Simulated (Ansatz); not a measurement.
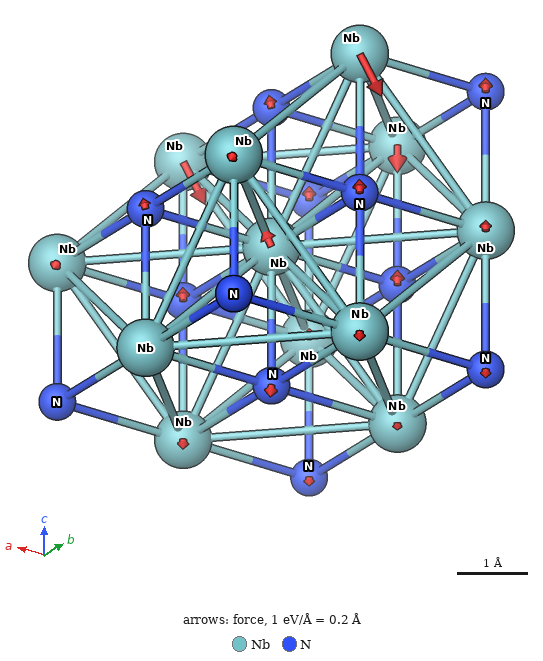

Starting geometry of a slab of composition NbN (cut from the Fm-3m phase) with the computed forces as red arrows. A ball-and-stick model of the atoms within 4.2 Å of the atom that moves most (axes of the 1 × 2 repeat of the cell, outlined in the plane, without the vacuum (origin shifted)), seen from a free direction.

Case: stripe over 1.5 of 3 cells, two steps. 12 atoms are held fixed.

Method: DFT PBE, scalar-relativistic, plane waves, PAW (Ansatz 0.2.0).

Input file:
```yaml
crystal:
  lattice:
    - [13.2646291963, 0.0, 0.0]
    - [0.0, 4.4215430654, 0.0]
    - [0.0, 0.0, 18.6323145981]
  atoms:
    - { symbol: Nb, position: [0.1666666667, 0.0, 0.0805052959] }
    - { symbol: "N", position: [0.0, 0.0, 0.0805052959] }
    - { symbol: Nb, position: [0.1666666667, 0.5, 0.1991578402] }
    - { symbol: "N", position: [0.0, 0.5, 0.1991578402] }
    - { symbol: Nb, position: [0.0, 0.0, 0.1991578402] }
    - { symbol: "N", position: [0.1666666667, 0.0, 0.1991578402] }
    - { symbol: Nb, position: [0.0, 0.5, 0.0805052959] }
    - { symbol: "N", position: [0.1666666667, 0.5, 0.0805052959] }
    - { symbol: Nb, position: [0.5, 0.0, 0.0805052959] }
    - { symbol: "N", position: [0.3333333333, 0.0, 0.0805052959] }
    - { symbol: Nb, position: [0.5, 0.5, 0.1991578402] }
    - { symbol: "N", position: [0.3333333333, 0.5, 0.1991578402] }
    - { symbol: Nb, position: [0.3333333333, 0.0, 0.1991578402] }
    - { symbol: "N", position: [0.5, 0.0, 0.1991578402] }
    - { symbol: Nb, position: [0.3333333333, 0.5, 0.0805052959] }
    - { symbol: "N", position: [0.5, 0.5, 0.0805052959] }
    - { symbol: Nb, position: [0.8333333333, 0.0, 0.0805052959] }
    - { symbol: "N", position: [0.6666666667, 0.0, 0.0805052959] }
    - { symbol: Nb, position: [0.8333333333, 0.5, 0.1991578402] }
    - { symbol: "N", position: [0.6666666667, 0.5, 0.1991578402] }
    - { symbol: Nb, position: [0.6666666667, 0.0, 0.1991578402] }
    - { symbol: "N", position: [0.8333333333, 0.0, 0.1991578402] }
    - { symbol: Nb, position: [0.6666666667, 0.5, 0.0805052959] }
    - { symbol: "N", position: [0.8333333333, 0.5, 0.0805052959] }
    - { symbol: Nb, position: [0.1666666667, 0.0, 0.3178103844] }
    - { symbol: "N", position: [0.0, 0.0, 0.3178103844] }
    - { symbol: Nb, position: [0.0, 0.5, 0.3178103844] }
    - { symbol: "N", position: [0.1666666667, 0.5, 0.3178103844] }
    - { symbol: Nb, position: [0.5, 0.0, 0.3178103844] }
    - { symbol: "N", position: [0.3333333333, 0.0, 0.3178103844] }
    - { symbol: Nb, position: [0.3333333333, 0.5, 0.3178103844] }
    - { symbol: "N", position: [0.5, 0.5, 0.3178103844] }
    - { symbol: Nb, position: [0.8333333333, 0.0, 0.3178103844] }
    - { symbol: "N", position: [0.6666666667, 0.0, 0.3178103844] }
    - { symbol: Nb, position: [0.6666666667, 0.5, 0.3178103844] }
    - { symbol: "N", position: [0.8333333333, 0.5, 0.3178103844] }
    - { symbol: Nb, position: [0.1666666667, 0.5, 0.4364629287] }
    - { symbol: "N", position: [0.0, 0.5, 0.4364629287] }
    - { symbol: Nb, position: [0.0, 0.0, 0.4364629287] }
    - { symbol: "N", position: [0.1666666667, 0.0, 0.4364629287] }
    - { symbol: "N", position: [0.3333333333, 0.5, 0.4364629287] }
    - { symbol: Nb, position: [0.3333333333, 0.0, 0.4364629287] }
basis:
  ecutwfc: 420
kpoints:
  mp_grid: { grid: [3, 8, 1] }
hamiltonian:
  xc: pbe
scf:
  occupations: { method: gaussian, width: 0.1 }
output:
  forces: true
  eigenvalues: true
  write_density: true
  write_potential: true
  elf: true
  volumetric_format: npy
relax:
  adjacent_minimum: "off"
  f_tol: 0.02
  max_steps: 45
  constraints: [{ sites: [0, 1, 6, 7, 8, 9, 14, 15, 16, 17, 22, 23] }]
efield:
  axis: 3
  dipole_correction: true
  ramp_width: 0.04
```

Command:
```bash
ansatz run input.yaml --threads 4 --pin off --max-ram 11264MiB --backend cpu --events-out ev --progress --plain --runs-dir out
```

Question: What follows when this structure is relaxed?

Answer: It isn't relaxed: the largest force vector, on Nb atoms, is 3.55 eV/Å. The final displacements follow the starting forces only in part (cosine between the two patterns 0.75). The largest moves, 0.30 Å, are those of Nb27 and Nb31. Nb31 goes at 72° to the normal (+c side). Largest moves by element: Nb 0.30 Å, N 0.22 Å. The cell stays as it was. Among the contacts that change: Nb3–Nb31 3.127 → 3.459 Å, Nb25–Nb42 3.127 → 2.826 Å, N28–Nb31 2.211 → 2.495 Å, Nb25–Nb31 3.127 → 3.332 Å. Bond angles that change, for instance: Nb42–N41–Nb42 180.0° → 167.1°, Nb31–N41–Nb42 90.0° → 85.4°, Nb37–N41–Nb42 90.0° → 85.8°. After 7 accepted moves (10 points after the start) the energy has fallen by 2.716 eV per cell of the calculation. The largest force component goes from 2.9 to 0.012 eV/Å. The line search rejected the trial steps at points 7, 9 of the run. 1 step only repeated the SCF at the same geometry.
